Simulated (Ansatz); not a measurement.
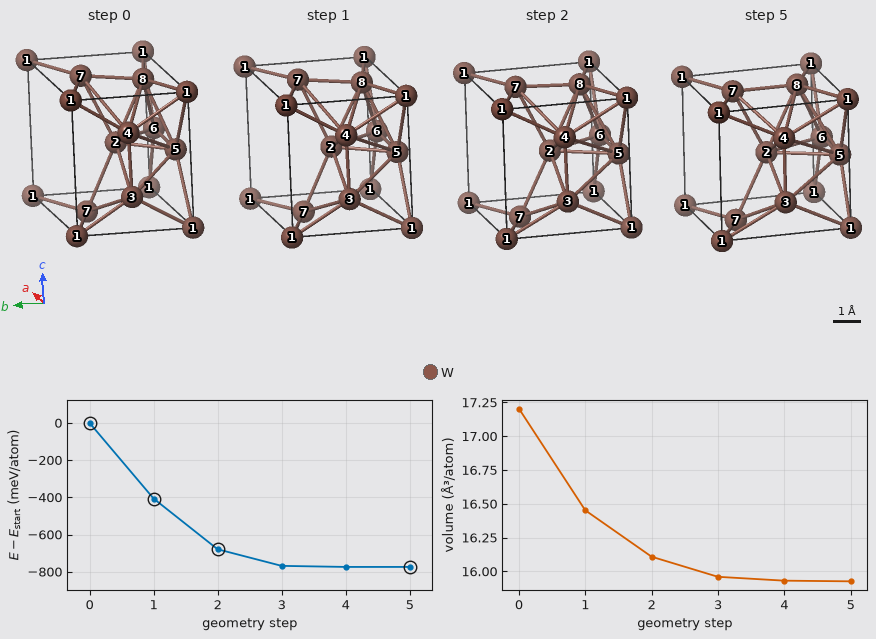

Frames of a relaxation of crystalline W (set up in P1), marked on the history of the run. Style: ball-and-stick. Shown: the cell of the calculation, from a free direction.

Case: all atoms moved at random, sigma 0.15 Å for each component, cell strained at random, sigma 0.1; relaxed back.

All numbers below come from Ansatz 0.2.0, DFT PBEsol, scalar-relativistic, plane waves, PAW.

Input
```yaml
crystal:
  lattice:
    - [5.73398841, 0.0835637944, -0.003766273]
    - [0.0835637944, 4.5111189464, 0.1095315005]
    - [-0.003766273, 0.1095315005, 5.3252501402]
  atoms:
    - { symbol: W, position: [-0.0021554392, 0.0073973518, 0.0020281196] }
    - { symbol: W, position: [0.4505148667, 0.4732887377, 0.524774921] }
    - { symbol: W, position: [0.0268120336, 0.5084284354, 0.2509097394] }
    - { symbol: W, position: [0.0091394793, 0.5216270721, 0.7297029364] }
    - { symbol: W, position: [0.2600676468, 0.0319726543, 0.5019246251] }
    - { symbol: W, position: [0.7703765674, 0.0242254511, 0.5086594072] }
    - { symbol: W, position: [0.532447874, 0.7189070968, 0.0069362794] }
    - { symbol: W, position: [0.4527969714, 0.2141532008, -0.0249360281] }
basis:
  ecutwfc: 420
kpoints:
  mp_grid: { grid: [8, 8, 8] }
hamiltonian:
  xc: pbesol
scf:
  occupations: { method: gaussian, width: 0.15 }
output:
  forces: true
  stress: true
  eigenvalues: true
relax:
  adjacent_minimum: "off"
  f_tol: 0.01
  max_steps: 80
  cell: { stress_tol: 0.1 }
```

Launched with:
```bash
ansatz run input.yaml --threads 2 --pin off --max-ram 5120MiB --backend cpu --events-out ev --progress --plain --runs-dir out
```

### What happens along the run?

The run was cut off at its time limit before the program reported convergence, but its last step already meets the force threshold: the largest component is 0.0012 eV/Å against 0.01 eV/Å. The pressure is within 0.02 GPa of its target. The largest move relative to the cell is that of W8, 0.32 Å roughly along [2 2 1]. Cell: a 5.735 → 5.033 Å (−12.2 %), b 4.513 → 5.031 Å (+11.5 %), c 5.326 → 5.032 Å (−5.5 %), α 87.4° → 90.0°, γ 88.1° → 90.0°. Volume −7.4 %. Some distances before and after: W3–W8 3.900 → 3.082 Å, W2–W3 3.619 → 2.813 Å, W4–W8 3.735 → 3.082 Å, W2–W4 3.400 → 2.813 Å. New bonds form: W3–W8 (3.90 → 3.08 Å). The space group (tolerance 0.01 Å) goes from P1 (No. 1) to Pm-3n (No. 223). Over 5 geometry steps the energy falls by 774 meV per atom. Largest force component: 4.3 eV/Å at the start, 0.0012 eV/Å at the end. The pressure goes from −2.79 to −0.02 GPa. Cost: 12 min on 2 threads of Arm Neoverse V2, on a shared host, peak memory 1.7 GiB. From step 0 to 1: W2 moves most (0.18 Å), volume −4.4 %, energy −407 meV per atom. From step 1 to 2: W8 moves most (0.18 Å), volume −2.1 %, energy −272 meV per atom. From step 2 to 5: W8 moves most (0.13 Å), volume −1.1 %, energy −94.9 meV per atom.
